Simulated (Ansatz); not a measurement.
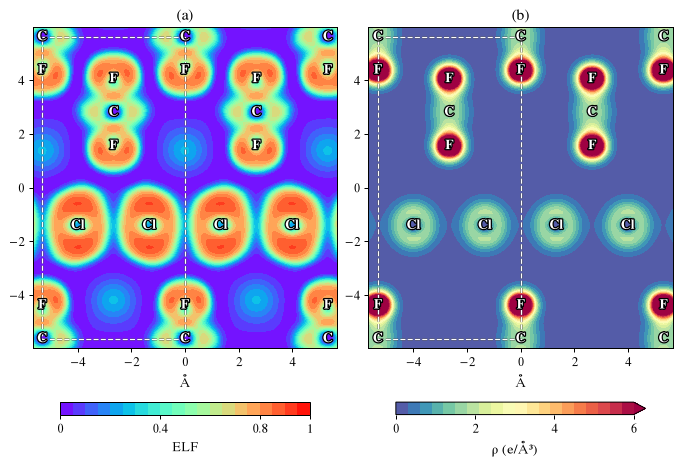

Figure. CCl₂F₂. (a) ELF; (b) valence charge density (pseudo) on the (010) plane of the conventional cell.

Space group I4₁/amd; a structure from a database of computed crystals, not necessarily the ambient phase; started from the BaAg2O2-141 prototype, which need not be the ambient phase.

Theory: Ansatz, DFT, r2SCAN+rVV10, plane waves, PAW.

```cif
data_structure
_symmetry_space_group_name_H-M 'P 1'
_symmetry_Int_Tables_number 1
_cell_length_a 5.3209
_cell_length_b 5.3209
_cell_length_c 11.2466
_cell_angle_alpha 90.000
_cell_angle_beta 90.000
_cell_angle_gamma 90.000
_cell_volume 318.42
loop_
_atom_site_label
_atom_site_type_symbol
_atom_site_fract_x
_atom_site_fract_y
_atom_site_fract_z
_atom_site_occupancy
C1 C 0.00000 0.00000 0.50000 1
C2 C 0.50000 0.50000 0.00000 1
C3 C 0.50000 0.00000 0.25000 1
C4 C 0.00000 0.50000 0.75000 1
Cl1 Cl 0.00000 0.25000 0.12500 1
Cl2 Cl 0.50000 0.75000 0.62500 1
Cl3 Cl 0.25000 0.00000 0.87500 1
Cl4 Cl 0.75000 0.50000 0.37500 1
Cl5 Cl 0.25000 0.50000 0.37500 1
Cl6 Cl 0.75000 0.00000 0.87500 1
Cl7 Cl 0.00000 0.75000 0.12500 1
Cl8 Cl 0.50000 0.25000 0.62500 1
F1 F 0.50000 0.00000 0.13909 1
F2 F 0.00000 0.50000 0.63909 1
F3 F 0.00000 0.00000 0.38909 1
F4 F 0.50000 0.50000 0.88909 1
F5 F 0.00000 0.00000 0.61091 1
F6 F 0.50000 0.50000 0.11091 1
F7 F 0.50000 0.00000 0.36091 1
F8 F 0.00000 0.50000 0.86091 1
```

**What do the fields say about this system?**

- Atoms in the plane: C, Cl and F.
- C–F (1.25 Å): the density is about 3 e/Å³ at the midpoint; the ELF peaks at about 0.80 between the atoms (inside overlapping PAW spheres, so only a guide): a shared but strongly polarised pair.
- Cl–Cl (2.66 Å): ρ at the midpoint is about 0.28 e/Å³; the ELF peaks at about 0.80 in the valence shell of Cl, 0.7 Å from its nucleus, and drops to about 0.25 between the two atoms.
- Between the atoms the lowest density in this plane is 0.02 e/Å³.
- The ELF also peaks beside F and Cl, away from the bonds: lone-pair regions.
